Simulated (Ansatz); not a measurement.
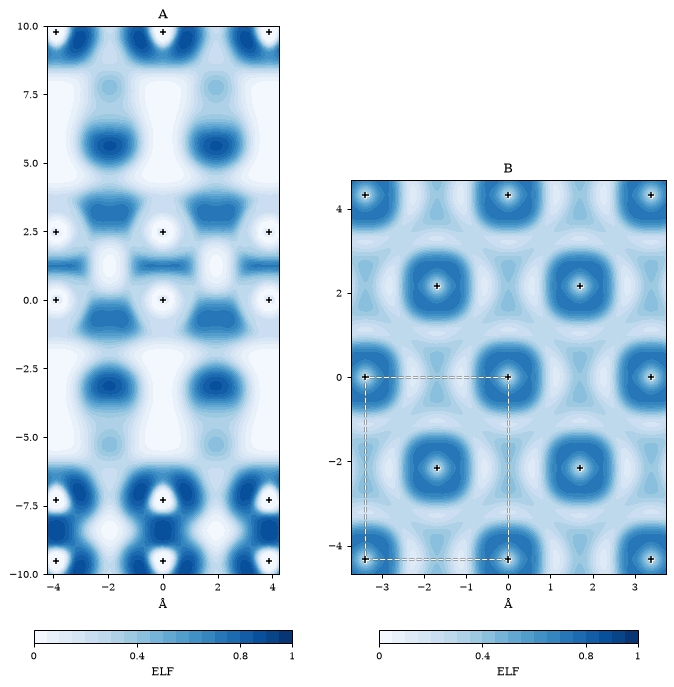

The electron localisation function of 2 systems, each on a plane through atoms (crosses mark nuclei in the plane).

Level of theory: DFT PBE, scalar-relativistic, plane waves, PAW in Ansatz 0.2.0.

System 1: GaP, the (010) plane of the conventional cell. Space group R-3m; a structure from a database of computed crystals, not necessarily the ambient phase; PAW files of the earlier set (soft_1).

```
CELL_PARAMETERS angstrom
3.88481 0.00000 0.00000
-1.94241 3.36435 0.00000
0.00000 0.00000 19.30597
ATOMIC_POSITIONS crystal
Ga 0.33333 0.66667 0.10225
Ga 0.00000 0.00000 0.43558
Ga 0.66667 0.33333 0.76892
Ga 0.33333 0.66667 0.23108
Ga 0.00000 0.00000 0.56442
Ga 0.66667 0.33333 0.89775
P 0.00000 0.00000 0.05751
P 0.66667 0.33333 0.39084
P 0.33333 0.66667 0.72417
P 0.66667 0.33333 0.27583
P 0.33333 0.66667 0.60916
P 0.00000 0.00000 0.94249
```

System 2: Mo, the (110) plane of the conventional cell. Space group Immm; changed on purpose from its base cell (strain +e along x and -e along y -0.1000, strain +e along z and -e/2 along x and y +0.0733); computed pressure about 9 GPa in this cell; computed without spin polarisation; PAW files of the earlier set (soft_1).

```
Mo
1.0
     2.72859    0.00000    0.00000
     0.00000    3.36068    0.00000
     0.00000    0.00000    3.39213
Mo
2
Direct
  0.00000 0.00000 0.00000
  0.50000 0.50000 0.50000
```

Question: Match each panel to its system.

Answer: Panel A is system 1, GaP: the plane holds Ga and P. P–P (2.22 Å): the ELF peaks at about 0.90 between the atoms (a shared electron pair). Panel B is system 2, Mo: the plane holds Mo. Mo–Mo (2.75 Å): the ELF is about 0.30 at the midpoint: no localised pair shows between them.
